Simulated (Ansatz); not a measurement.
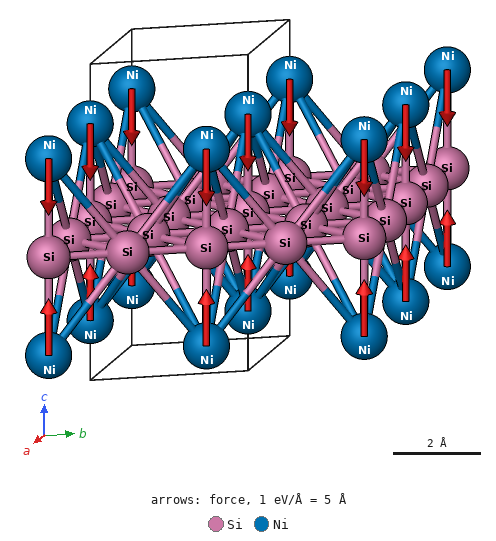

Starting geometry of a crystal of Si2Ni (a generated structure, set up in P6/mmm) (coarse preliminary run) with the computed forces as red arrows. Style: ball-and-stick. Shown: the cell of the calculation, repeated 2 × 2 × 1 with one cell outlined, slightly off an axis.

All numbers below come from DFT PBE, scalar-relativistic, plane waves, PAW in Ansatz 0.2.0. Set-up: plane-wave cutoff 420 eV; k-point mesh 6 × 6 × 4; occupations gaussian; smearing width 0.1 eV; collinear spin; cell and atoms relaxed; force threshold 0.04 eV/Å; at most 70 steps.

**What follows when this structure is relaxed?**

It isn't relaxed: the largest force vector, on Ni atoms, is 0.27 eV/Å. The final displacements have little in common with the starting forces (cosine between the two patterns −0.03). The energy falls by 4284 meV per atom in 28 accepted moves (31 points after the start). The largest force component goes from 0.27 to 0.018 eV/Å. The pressure goes from 113.84 to 0.01 GPa. The line search rejected the trial step at point 17 of the run. The SCF was repeated twice at an unchanged geometry on a basis and grid sized afresh for the cell, which shifted the energy by 81.1 meV per atom at most. A Ni atom moves most relative to the cell: 1.72 Å along +c. Largest moves by element: Ni 1.72 Å, Si 1.64 Å. Cell: a = b 3.762 → 4.661 Å (+23.9 %), c 7.456 → 6.556 Å (−12.1 %). Volume +35.0 %. Among the contacts that change: Ni–Si 2.985 → 5.875 Å, Ni–Si 5.472 → 2.605 Å, Si–Si 1.881 → 4.022 Å, Ni–Ni 2.822 → 2.327 Å. New bonds form: Ni–Ni (2.82 → 2.33 Å). Bonds break: Si–Si (1.88 → 4.02 Å). The space group stays P6/mmm (No. 191). The program noted that the starting moments weren't kept. The run may lie on a higher electronic state than the lowest, so the end point isn't shown to be the ground-state structure. The run took 27 min on 1 thread of Intel(R) Xeon(R) Processor @ 2.50GHz (Skylake/Cascade Lake), with other jobs on the host, peak memory 0.48 GiB.
